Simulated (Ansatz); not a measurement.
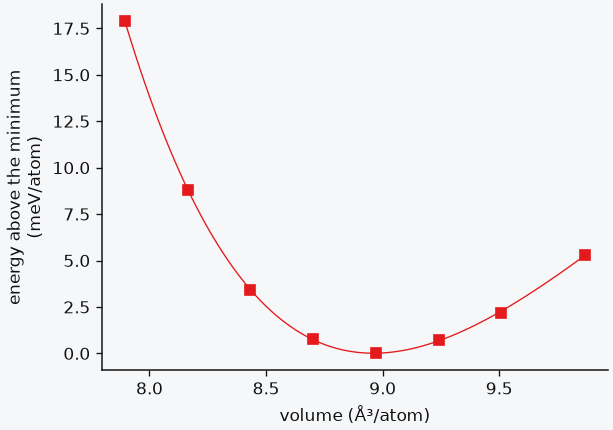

The picture above shows the energy above the minimum against volume for BN, space group P-6m2 (No. 187).

Cell as given: a = 2.506 Å, b = 2.506 Å, c = 6.597 Å, α = 90.00°, β = 90.00°, γ = 120.00°; 4 atoms.

Computed with Ansatz 0.2.0: third-order Birch-Murnaghan fit to density functional energies at scaled volumes of the given relaxed cell, shape and atoms relaxed at each volume; energies count from the fitted minimum; plane waves with PAW datasets, Γ-centred k mesh. Level: PBE with D3(BJ), no spin polarisation.

wave cutoff 420 eV; k mesh 12×12×4; occupations Gaussian; smearing width 0.02 eV.

### How stiff is the solid, and where is its volume at rest?

A third-order Birch–Murnaghan fit gives V0 = 8.96 Å³/atom, B0 = 27.8 GPa.

Caveats: pressure derivative unusual.
